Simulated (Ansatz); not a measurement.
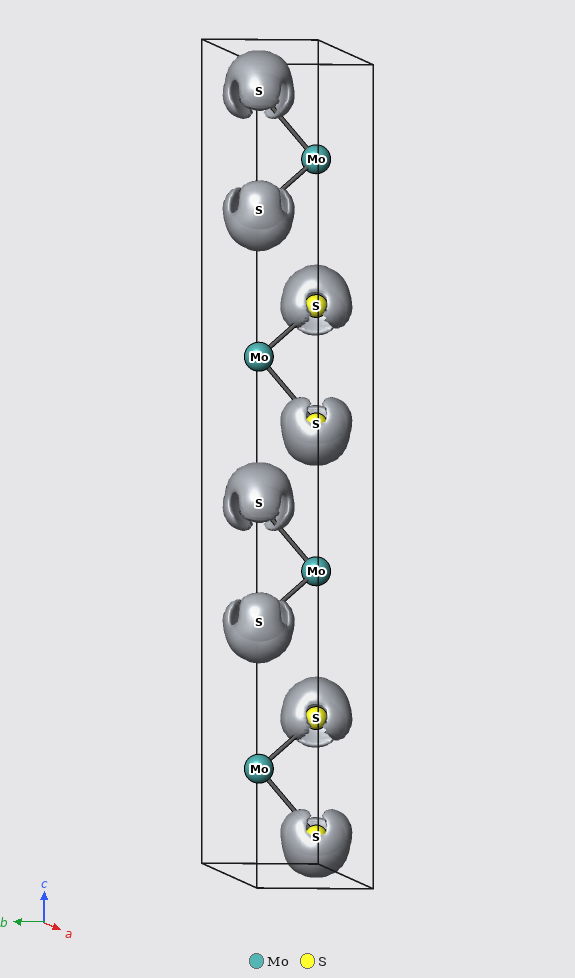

*MoS₂. Isosurface of the ELF at 0.8 (grey), seen at an oblique angle. Only the valence region is drawn (cores and ρ < 0.01 e/Å³ removed). Sticks mark near contacts.*

Space group P6₃/mmc; a structure from a database of computed crystals, not necessarily the ambient phase; computed pressure about 20 GPa in this cell.

These are results of Kohn-Sham DFT of a periodic cell, LDA, Ansatz PAW (Ansatz), not measurements.

In a PAW calculation such maps are meaningful between the atoms, not at the nuclei.

Input file:

```
crystal:
  lattice:
    - [3.1837189491, 0.0, 0.0]
    - [-1.5918594745, 2.7571814884, 0.0]
    - [0.0, 0.0, 34.47923848]
  atoms:
    - { symbol: Mo, position: [0.3333333333, 0.6666666667, 0.09355563] }
    - { symbol: Mo, position: [0.3333333333, 0.6666666667, 0.72090303] }
    - { symbol: Mo, position: [0.6666666667, 0.3333333333, 0.27909697] }
    - { symbol: Mo, position: [0.6666666667, 0.3333333333, 0.90644437] }
    - { symbol: S, position: [0.6666666667, 0.3333333333, 0.0485463] }
    - { symbol: S, position: [0.6666666667, 0.3333333333, 0.67591175] }
    - { symbol: S, position: [0.3333333333, 0.6666666667, 0.23408966] }
    - { symbol: S, position: [0.3333333333, 0.6666666667, 0.86143131] }
    - { symbol: S, position: [0.6666666667, 0.3333333333, 0.13856869] }
    - { symbol: S, position: [0.6666666667, 0.3333333333, 0.76591034] }
    - { symbol: S, position: [0.3333333333, 0.6666666667, 0.32408825] }
    - { symbol: S, position: [0.3333333333, 0.6666666667, 0.9514537] }
hamiltonian:
  xc: lda
  pseudopotentials: { kind: paw }
kpoints:
  mp_grid: { grid: [7, 7, 1] }
scf:
  occupations: { method: fermi_dirac, width: 0.05 }
output:
  forces: true
  stress: true
  eigenvalues: true
  write_density: true
  write_potential: true
  elf: true
  volumetric_format: npy
relax:
  f_tol: 0.01
  max_steps: 40
  cell: { stress_tol: 0.05, p_target: 20.0 }
```

Run with:

```sh
ansatz run input.yaml --threads 4 --pin off --max-ram 11264MiB --backend cpu --events-out ev --progress --plain --runs-dir out
```

The fields are those of the run's last geometry, not of the input's.

Question: What do the ELF domains correspond to?

Answer: At this value the surface marks out eight regions wrapped around S (the valence shell of each), counted in one cell of 12 atoms. Any copies at cell faces, edges or corners count once.

Values along the shortest contacts:
Mo–S (2.33 Å): the ELF peaks at about 0.85 in the valence shell of S, 0.8 Å from its nucleus, and is about 0.45 at the midpoint.
